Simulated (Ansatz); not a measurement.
Run report: NiGe$_{3}$, single-point calculation (part 2 of 3)

NiGe$_{3}$ (Fm-3m, 4 atoms in the cell); DFT r2SCAN, scalar-relativistic, plane waves, PAW, spin-polarised (Ansatz 0.2.0); cutoff 500 eV, 12×12×12 k-mesh, Gaussian smearing of 0.1 eV, collinear spins. The structure was built on a prototype by a generator; it need not be a known phase. It belongs to a series of runs on one base structure; here: large parallel starting moments.

Geometry of the input (Å; fractional positions):
```
0.0000  3.1530  3.1530
3.1530  0.0000  3.1530
3.1530  3.1530  0.0000
Ge 0.2500  0.2500  0.2500
Ge 0.7500  0.7500  0.7500
Ge 0.5000  0.5000  0.5000
Ni 0.0000  0.0000  0.0000
```

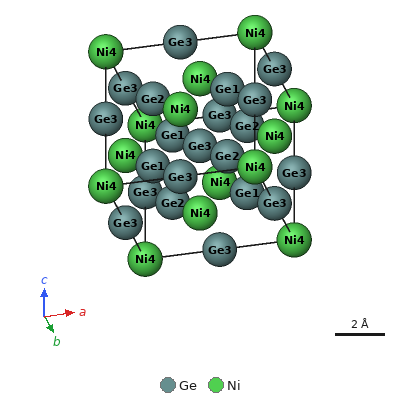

Figure 1. The structure (spheres-only view of the cell 4 times as large as that of the calculation, set on its symmetry axes, seen at an oblique angle; atoms are numbered from 1 in the order of the input). An atom can appear more than once, as a periodic image.

## Output, continued
```
SCF iter   1: F=-18741.168544 eV  HF=-18752.405952 eV  |F-HF|=1.12e1  |Δ(HF+E_count)|=         —  Δρ=1.96e-1 (↑4.01e-2 ↓1.96e-1)  dr2=1.42e1  dr2_τ=8.70e-2  dr2_m=7.75e0  M=0.321 μB ∫|m|=0.467 μB  β_m=0.30  ethr=3.10e-3  ⟨swp⟩=5.3  Hψ=18836  notcnv=0
preconditioner: auto → Kerker (q_TF=auto, 2.708 Å⁻¹)  [metal: Δε(μ)=0.030 eV  Ē_g=21.136 eV  σ=0.100 eV  W_gap=0.17  n_scr=14 (ndim 8)  ℏωp=33.8 eV  f_vac=0.000  D(μ)=1.28/eV (n_scr^D=8)]
spin=Collinear: Kerker preconditioning applied to the charge; magnetization (m = ρ↑ − ρ↓) channel mixes plain (no charge-response kernel on spin).
SCF iter   2: F=-18750.407400 eV  HF=-18751.803764 eV  |F-HF|=1.40e0  |Δ(HF+E_count)|=   6.02e-1  Δρ=7.34e-2 (↑7.34e-2 ↓2.02e-2)  dr2=1.19e0  dr2_τ=1.62e-2  dr2_m=1.08e0  M=0.889 μB ∫|m|=1.128 μB  β_m=0.30  ethr=3.10e-3  ⟨swp⟩=3.0  Hψ=12942  notcnv=0  defer=339  κ⁻¹=1.0e0(r=1)
SCF iter   3: F=-18750.440132 eV  HF=-18751.862914 eV  |F-HF|=1.42e0  |Δ(HF+E_count)|=   5.91e-2  Δρ=8.56e-2 (↑3.49e-2 ↓8.56e-2)  dr2=2.13e0  dr2_τ=1.37e-2  dr2_m=2.04e0  M=0.430 μB ∫|m|=0.650 μB  β_m=0.30  ethr=1.99e-3  ⟨swp⟩=2.1  Hψ=10644  notcnv=0  defer=339  κ⁻¹=2.7e-4(r=2)
SCF iter   4: F=-18738.985866 eV  HF=-18752.538815 eV  |F-HF|=1.36e1  |Δ(HF+E_count)|=   6.76e-1  Δρ=9.47e-2 (↑8.21e-2 ↓9.47e-2)  dr2=1.58e1  dr2_τ=2.70e-2  dr2_m=2.62e-2  M=1.179 μB ∫|m|=1.485 μB  β_m=1.00  ethr=1.99e-3  ⟨swp⟩=3.0  Hψ=8730  notcnv=0  defer=338  κ⁻¹=7.8e-5(r=3)
SCF iter   5: F=-18751.742033 eV  HF=-18751.723686 eV  |F-HF|=1.83e-2  |Δ(HF+E_count)|=   8.15e-1  Δρ=4.33e-2 (↑4.33e-2 ↓2.08e-2)  dr2=2.30e-1  dr2_τ=9.89e-3  dr2_m=5.86e-1  M=0.635 μB ∫|m|=1.018 μB  β_m=0.30  ethr=1.99e-3  ⟨swp⟩=2.1  Hψ=8902  notcnv=0  defer=331  κ⁻¹=9.7e-6(r=4)
SCF iter   6: F=-18751.833221 eV  HF=-18751.822298 eV  |F-HF|=1.09e-2  |Δ(HF+E_count)|=   9.86e-2  Δρ=3.66e-2 (↑3.66e-2 ↓1.93e-2)  dr2=1.34e-1  dr2_τ=2.36e-3  dr2_m=4.46e-1  M=0.564 μB ∫|m|=0.921 μB  β_m=0.30  ethr=3.83e-4  ⟨swp⟩=1.5  Hψ=7299  notcnv=0  defer=319  κ⁻¹=1.5e-6(r=5)
SCF iter   7: F=-18751.687101 eV  HF=-18751.879910 eV  |F-HF|=1.93e-1  |Δ(HF+E_count)|=   5.76e-2  Δρ=3.48e-2 (↑3.48e-2 ↓8.39e-3)  dr2=3.40e-1  dr2_τ=1.69e-3  dr2_m=2.62e-1  M=0.545 μB ∫|m|=0.895 μB  β_m=0.30  ethr=2.23e-4  ⟨swp⟩=1.5  Hψ=6284  notcnv=0  defer=319  κ⁻¹=1.8e-7(r=6)
SCF iter   8: F=-18751.845802 eV  HF=-18751.901173 eV  |F-HF|=5.54e-2  |Δ(HF+E_count)|=   2.13e-2  Δρ=2.65e-2 (↑2.65e-2 ↓1.40e-2)  dr2=8.95e-2  dr2_τ=1.22e-3  dr2_m=2.35e-1  M=0.469 μB ∫|m|=0.809 μB  β_m=0.30  ethr=2.23e-4  ⟨swp⟩=1.7  Hψ=6192  notcnv=0  defer=319  κ⁻¹=2.1e-8(r=7)
SCF iter   9: F=-18751.937539 eV  HF=-18751.918595 eV  |F-HF|=1.89e-2  |Δ(HF+E_count)|=   1.74e-2  Δρ=2.18e-2 (↑2.18e-2 ↓1.70e-2)  dr2=1.20e-2  dr2_τ=9.91e-4  dr2_m=2.17e-1  M=0.393 μB ∫|m|=0.719 μB  β_m=0.30  ethr=1.49e-4  ⟨swp⟩=1.2  Hψ=5763  notcnv=0  defer=319  κ⁻¹=1.2e-8(r=8)
SCF iter  10: F=-18751.957213 eV  HF=-18751.935378 eV  |F-HF|=2.18e-2  |Δ(HF+E_count)|=   1.68e-2  Δρ=1.96e-2 (↑1.74e-2 ↓1.96e-2)  dr2=5.11e-3  dr2_τ=8.43e-4  dr2_m=1.97e-1  M=0.325 μB ∫|m|=0.634 μB  β_m=0.30  ethr=2.00e-5  ⟨swp⟩=1.5  Hψ=6520  notcnv=0  defer=315  κ⁻¹=3.3e-9(r=8)
SCF iter  11: F=-18751.965000 eV  HF=-18751.950547 eV  |F-HF|=1.45e-2  |Δ(HF+E_count)|=   1.52e-2  Δρ=1.73e-2 (↑1.45e-2 ↓1.73e-2)  dr2=5.52e-3  dr2_τ=5.86e-4  dr2_m=1.46e-1  M=0.291 μB ∫|m|=0.580 μB  β_m=0.30  ethr=8.51e-6  ⟨swp⟩=2.0  Hψ=6838  notcnv=0  defer=315  κ⁻¹=2.9e-9(r=8)
SCF iter  12: F=-18751.974024 eV  HF=-18751.961075 eV  |F-HF|=1.29e-2  |Δ(HF+E_count)|=   1.05e-2  Δρ=1.42e-2 (↑1.28e-2 ↓1.42e-2)  dr2=1.72e-3  dr2_τ=4.22e-4  dr2_m=1.05e-1  M=0.268 μB ∫|m|=0.535 μB  β_m=0.74  ethr=8.51e-6  ⟨swp⟩=1.5  Hψ=6686  notcnv=0  defer=320
Mixer restart at iter 12: flushing history
spin-set hold released at iteration 12 (site moments contracting): the magnetisation degrees of freedom join the quasi-Newton model from the next iteration; the mixer history was flushed
SCF iter  13: F=-18751.979519 eV  HF=-18751.952594 eV  |F-HF|=2.69e-2  |Δ(HF+E_count)|=   8.48e-3  Δρ=6.00e-3 (↑6.00e-3 ↓5.84e-3)  dr2=2.13e-4  dr2_τ=1.12e-4  dr2_m=2.01e-2  M=0.247 μB ∫|m|=0.486 μB  β_m=1.20  ethr=2.87e-6  ⟨swp⟩=2.5  Hψ=10105  notcnv=0  defer=320  κ⁻¹=1.0e0(r=1)
SCF iter  14: F=-18751.983358 eV  HF=-18751.950309 eV  |F-HF|=3.30e-2  |Δ(HF+E_count)|=   2.29e-3  Δρ=3.48e-3 (↑1.30e-3 ↓3.48e-3)  dr2=3.39e-3  dr2_τ=9.75e-6  dr2_m=3.26e-3  M=0.210 μB ∫|m|=0.397 μB  β_m=1.20  ethr=3.55e-7  ⟨swp⟩=3.0  Hψ=12854  notcnv=0  defer=320  κ⁻¹=9.1e-2(r=2)
SCF iter  15: F=-18751.986181 eV  HF=-18751.954260 eV  |F-HF|=3.19e-2  |Δ(HF+E_count)|=   3.95e-3  Δρ=2.68e-3 (↑1.49e-3 ↓2.68e-3)  dr2=1.40e-3  dr2_τ=5.70e-6  dr2_m=2.47e-3  M=0.206 μB ∫|m|=0.381 μB  β_m=1.20  ethr=3.55e-7  ⟨swp⟩=2.0  Hψ=9771  notcnv=0  defer=320  κ⁻¹=2.6e-4(r=3)
SCF iter  16: F=-18751.991972 eV  HF=-18751.973442 eV  |F-HF|=1.85e-2  |Δ(HF+E_count)|=   1.92e-2  Δρ=1.95e-3 (↑1.16e-3 ↓1.95e-3)  dr2=7.11e-4  dr2_τ=2.76e-6  dr2_m=1.38e-3  M=0.172 μB ∫|m|=0.300 μB  β_m=1.20  ethr=3.55e-7  ⟨swp⟩=2.6  Hψ=10307  notcnv=0  defer=320  κ⁻¹=1.4e-4(r=4)
SCF iter  17: F=-18751.998524 eV  HF=-18752.000356 eV  |F-HF|=1.83e-3  |Δ(HF+E_count)|=   2.69e-2  Δρ=2.08e-3 (↑2.08e-3 ↓2.54e-4)  dr2=2.28e-3  dr2_τ=7.79e-6  dr2_m=6.07e-4  M=0.044 μB ∫|m|=0.054 μB  β_m=1.20  ethr=3.55e-7  ⟨swp⟩=3.2  Hψ=15001  notcnv=0  defer=320  κ⁻¹=4.5e-5(r=5)
SCF iter  18: F=-18751.999806 eV  HF=-18751.997799 eV  |F-HF|=2.01e-3  |Δ(HF+E_count)|=   2.56e-3  Δρ=5.19e-4 (↑5.19e-4 ↓2.49e-4)  dr2=2.97e-5  dr2_τ=2.76e-7  dr2_m=8.32e-5  M=0.063 μB ∫|m|=0.096 μB  β_m=1.20  ethr=3.55e-7  ⟨swp⟩=2.0  Hψ=11141  notcnv=0  defer=327  κ⁻¹=3.7e-5(r=6)
SCF iter  19: F=-18752.000191 eV  HF=-18751.999227 eV  |F-HF|=9.64e-4  |Δ(HF+E_count)|=   1.43e-3  Δρ=4.38e-4 (↑4.38e-4 ↓1.88e-4)  dr2=3.23e-5  dr2_τ=1.54e-7  dr2_m=5.55e-5  M=0.046 μB ∫|m|=0.072 μB  β_m=1.20  ethr=4.95e-8  ⟨swp⟩=2.2  Hψ=9525  notcnv=0  defer=327  κ⁻¹=4.7e-6(r=7)
SCF iter  20: F=-18752.000373 eV  HF=-18751.999861 eV  |F-HF|=5.11e-4  |Δ(HF+E_count)|=   6.34e-4  Δρ=3.73e-4 (↑3.73e-4 ↓2.07e-4)  dr2=1.51e-5  dr2_τ=1.47e-7  dr2_m=4.80e-5  M=0.037 μB ∫|m|=0.057 μB  β_m=1.20  ethr=4.95e-8  ⟨swp⟩=2.0  Hψ=9484  notcnv=0  defer=327  κ⁻¹=1.8e-6(r=8)
SCF iter  21: F=-18752.000603 eV  HF=-18752.000557 eV  |F-HF|=4.61e-5  |Δ(HF+E_count)|=   6.96e-4  Δρ=2.58e-4 (↑2.58e-4 ↓1.60e-4)  dr2=6.67e-6  dr2_τ=1.09e-7  dr2_m=2.50e-5  M=0.017 μB ∫|m|=0.026 μB  β_m=1.20  ethr=2.51e-8  ⟨swp⟩=3.0  Hψ=9995  notcnv=0  defer=327  κ⁻¹=4.7e-7(r=8)
SCF iter  22: F=-18752.000627 eV  HF=-18752.000571 eV  |F-HF|=5.63e-5  |Δ(HF+E_count)|=   1.39e-5  Δρ=1.57e-4 (↑7.62e-5 ↓1.57e-4)  dr2=3.06e-6  dr2_τ=2.18e-8  dr2_m=7.76e-6  M=0.014 μB ∫|m|=0.021 μB  β_m=1.20  ethr=1.11e-8  ⟨swp⟩=2.0  Hψ=7984  notcnv=0  defer=329  κ⁻¹=5.5e-7(r=8)
SCF iter  23: F=-18752.000655 eV  HF=-18752.000638 eV  |F-HF|=1.69e-5  |Δ(HF+E_count)|=   6.75e-5  Δρ=8.99e-5 (↑8.99e-5 ↓7.78e-5)  dr2=1.77e-7  dr2_τ=1.37e-8  dr2_m=4.03e-6  M=0.008 μB ∫|m|=0.012 μB  β_m=1.20  ethr=5.10e-9  ⟨swp⟩=2.3  Hψ=9553  notcnv=0  defer=329  κ⁻¹=5.7e-7(r=8)
SCF iter  24: F=-18752.000664 eV  HF=-18752.000656 eV  |F-HF|=8.16e-6  |Δ(HF+E_count)|=   1.78e-5  Δρ=4.17e-5 (↑4.17e-5 ↓2.82e-5)  dr2=9.59e-8  dr2_τ=1.85e-9  dr2_m=6.95e-7  M=0.004 μB ∫|m|=0.007 μB  β_m=1.20  ethr=1.67e-10  ⟨swp⟩=10.2  Hψ=27999  notcnv=0  κ⁻¹=1.5e-7(r=8)
SCF iter  25: F=-18752.000667 eV  HF=-18752.000667 eV  |F-HF|=1.09e-7  |Δ(HF+E_count)|=   1.09e-5  Δρ=4.00e-5 (↑4.00e-5 ↓9.64e-6)  dr2=1.20e-6  dr2_τ=1.50e-9  dr2_m=1.38e-7  M=0.001 μB ∫|m|=0.002 μB  β_m=0.30  ethr=1.60e-10  ⟨swp⟩=6.0  Hψ=23021  notcnv=0  κ⁻¹=4.4e-7(r=8)
SCF iter  26: F=-18752.000668 eV  HF=-18752.000669 eV  |F-HF|=3.31e-7  |Δ(HF+E_count)|=   1.39e-6  Δρ=1.67e-5 (↑1.67e-5 ↓1.39e-5)  dr2=4.62e-7  dr2_τ=4.73e-10  dr2_m=1.56e-9  M=0.000 μB ∫|m|=0.000 μB  β_m=0.97  ethr=1.60e-10  ⟨swp⟩=2.7  Hψ=9789  notcnv=0  κ⁻¹=8.1e-6(r=8)
SCF iter  27: F=-18752.000668 eV  HF=-18752.000668 eV  |F-HF|=2.17e-7  |Δ(HF+E_count)|=   3.78e-7  Δρ=1.02e-5 (↑1.02e-5 ↓1.05e-6)  dr2=4.98e-8  dr2_τ=6.52e-11  dr2_m=1.46e-8  M=0.001 μB ∫|m|=0.001 μB  β_m=0.46  ethr=1.60e-10  ⟨swp⟩=2.5  Hψ=20628  notcnv=0  κ⁻¹=4.5e-6(r=8)
iter 28 did not close the SCF: its close was put off for a magnetic moment that had not settled (scf_convergence_deferred on its scf_iter line)
SCF iter  28: F=-18752.000668 eV  HF=-18752.000668 eV  |F-HF|=1.45e-8  |Δ(HF+E_count)|=   3.43e-7  Δρ=2.13e-6 (↑1.05e-6 ↓2.13e-6)  dr2=2.36e-9  dr2_τ=8.95e-12  dr2_m=1.21e-9  M=0.000 μB ∫|m|=0.000 μB  β_m=1.20  ethr=8.30e-11  ⟨swp⟩=4.9  Hψ=21673  notcnv=0  κ⁻¹=9.0e-7(r=8)
iter 29 did not close the SCF: its close was put off for a magnetic moment that had not settled (scf_convergence_deferred on its scf_iter line)
SCF iter  29: F=-18752.000668 eV  HF=-18752.000668 eV  |F-HF|=3.83e-8  |Δ(HF+E_count)|=   5.60e-8  Δρ=4.75e-6 (↑1.99e-6 ↓4.75e-6)  dr2=3.82e-9  dr2_τ=2.26e-11  dr2_m=6.49e-9  M=-0.000 μB ∫|m|=0.001 μB  β_m=1.20  ethr=3.94e-12  ⟨swp⟩=2.2  Hψ=20984  notcnv=0  κ⁻¹=3.7e-6(r=8)
SCF iter  30: F=-18752.000668 eV  HF=-18752.000668 eV  |F-HF|=8.22e-10  |Δ(HF+E_count)|=   7.54e-8  Δρ=9.03e-7 (↑3.88e-7 ↓9.03e-7)  dr2=8.31e-10  dr2_τ=1.47e-12  dr2_m=3.99e-11  M=0.000 μB ∫|m|=0.000 μB  ethr=3.94e-12  ⟨swp⟩=1.5  Hψ=19909  notcnv=0
WARN: the starting moments were not kept: the SCF closed with an absolute magnetisation of 5.7e-5 μB, where they sum to 2.5 μB in size (1 site). That is at most 0.1 of that sum. Measured as dr2_m measures the in/out step, that magnetisation stands 5.8e-9 eV from none, at or under the dr2_threshold of 1.0e-7 eV: it is no larger than a step whose dr2_m would equal this threshold. The system may hold no moment; this SCF shows only that its start led to no more than that. To try another start: raise the starting moments (crystal.atoms[].spin, magnetization.per_species, magnetization.initial_magnetization, or on a non-collinear deck that types none of these the spinor_matrix: blocks that start its atoms; where the total moment is fixed, keep their sum and leave initial_magnetization as it is; typed ones take the place of any that the run laid by itself, positive ones on a crystal's lanthanoids without a Hubbard term where scf.initial_density.shell_occupations: [] is typed) or, if the notice of its spin-set hold's release reads "site moments contracting" or "site moments show no strong build", lengthen the hold (scf.mixing.spin_hold: { on: { confirm: 4 } }; for m-r²SCAN on two components see the key's manual first). Each may lead to a state that holds a moment. A second SCF, from the converged charge density, with the starting moments and any scf.initial_density.shell_occupations laid on it anew, would have followed, and was not run: the deck does not ask for one (magnetization.retry_lost_moments is false, the default). To let it run, set magnetization.retry_lost_moments: true and run the deck again, where that key's refused combinations let it; where memory then withholds it, that run's warning says so.
SCF 1 converged in 30 iterations: F = -18752.000668 eV  dr2 = 8.31e-10
  greatest PAW one-centre occupation: 1.002 electrons in one spin orbital (limit 2), on the Ni atom at site 3 (counted from 0), in its partial waves of l = 1
```

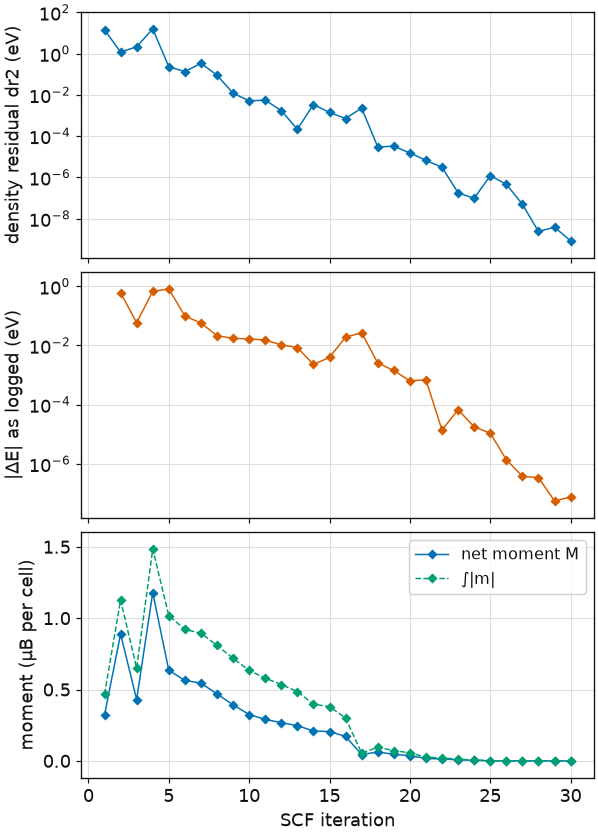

Figure 2. Convergence of the self-consistent field: density residual dr2, size of the energy change and magnetic moment against the SCF iteration. The residual falls unevenly and jumps up by a factor of two or more 5 times on the way down. The net moment goes from 0.3 to 0.0 μB per cell, with excursions between 0.0 and 1.2 on the way, and ∫|m| falls to zero.
